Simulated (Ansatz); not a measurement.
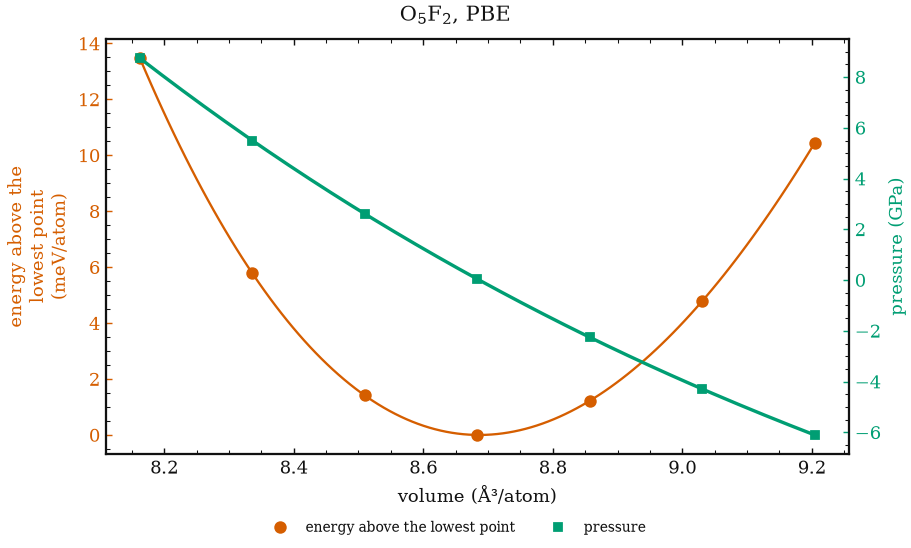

Plotted: energy above the lowest point and pressure against volume for O₅F₂, space group Pn-3m (No. 224) (one of a set of cubic test structures, which need not be the stable phase).

Method: equation of state of a cubic crystal from periodic Kohn-Sham density functional theory without spin, third-order Birch-Murnaghan fit to the free energies; pressure corrected for the finite basis (Ansatz 0.2.0 development build). Level: PBE.

```tsv
setting	value
structure type	cubic X2O5
atoms in cell	14
space group number	224
lattice centring	simple cubic
k mesh	22×22×22
occupation method	Fermi–Dirac
occupation width	0.06123 eV
wave cutoff	420 eV
datasets	soft-1 PAW
density tolerance	1.2e-07 eV
bands	58
density cutoff ratio	4
search for lower states	default
```

What equilibrium volume and bulk modulus follow from the curve?

Answer. A third-order Birch–Murnaghan fit gives V0 = 8.69 Å³/atom, B0 = 121 GPa and B′ = 4.8.

What does the pressure do across the range?

Answer. It falls from 8.7 GPa at volume 8.1625 Å³/atom to −6.1 GPa at 9.2045 Å³/atom, and changes sign near 8.69 Å³/atom.

Limits of the calculation: cubic model structure, not the ambient form.

The computed values:

```json
{"volume (Å³/atom)": "8.1625", "energy above the lowest point (meV/atom)": "13.5", "pressure (GPa)": "8.7"}
{"volume (Å³/atom)": "8.3362", "energy above the lowest point (meV/atom)": "5.8", "pressure (GPa)": "5.5"}
{"volume (Å³/atom)": "8.5098", "energy above the lowest point (meV/atom)": "1.4", "pressure (GPa)": "2.6"}
{"volume (Å³/atom)": "8.6835", "energy above the lowest point (meV/atom)": "0.0", "pressure (GPa)": "0.0"}
{"volume (Å³/atom)": "8.8572", "energy above the lowest point (meV/atom)": "1.2", "pressure (GPa)": "-2.3"}
{"volume (Å³/atom)": "9.0309", "energy above the lowest point (meV/atom)": "4.8", "pressure (GPa)": "-4.3"}
{"volume (Å³/atom)": "9.2045", "energy above the lowest point (meV/atom)": "10.4", "pressure (GPa)": "-6.1"}
```
